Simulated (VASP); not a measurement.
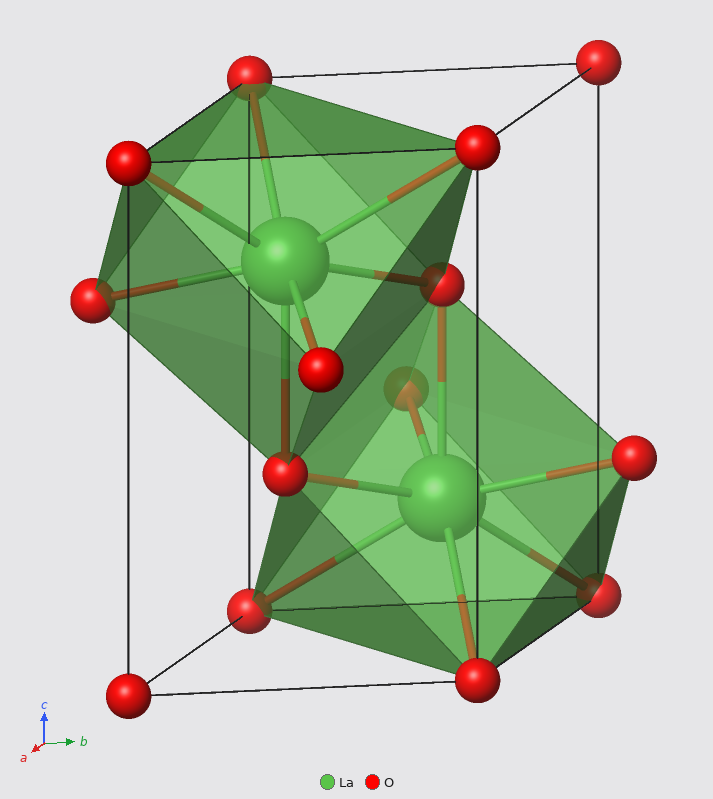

La2O3, space group P-3m1 (No. 164), a = 3.931 Å, b = 3.931 Å, c = 6.112 Å, α = 90.00°, β = 90.00°, γ = 120.00°. Crystal structure, polyhedral style, seen slightly off an axis. Atoms at the boundary of the conventional unit cell (the box) are drawn once for each face, edge or corner they touch. A few atoms beyond the faces are included. This one geometry was run with four functionals. The cell is a structure listed in the Materials Project.

Alike in all runs: VASP 6.6.1; cutoff 520 eV; k mesh 8 × 8 × 6 on the run's cell of 5 atoms; occupations gaussian, width 0.02 eV; no spin polarisation; no spin-orbit coupling. LDA runs use LDA potentials, the others PBE ones.

| level | pressure (GPa) | gap (eV) |
| --- | --- | --- |
| PBE | 1.6 | 3.86 |
| PBEsol | -3.2 | 3.78 |
| r2SCAN | 0.2 | 4.24 |
| LDA | ? | ? |

Fill in the row of LDA.

Pressure -6.3 GPa; gap 3.72 eV. That is the lowest pressure of all.

Order the levels by the equilibrium volume that these pressures point to, smallest first.

LDA (-6.3 GPa), PBEsol (-3.2 GPa), r2SCAN (0.2 GPa), PBE (1.6 GPa). A higher pressure at one volume points to a larger equilibrium volume, as long as the bulk moduli are alike; rows a few tenths of a GPa apart can't be told apart.

Gaps are the least found on the k-mesh or band path.

Caveat: rows whose functional differs from that of their potentials carry a shift in pressure and volume, which can reorder them.
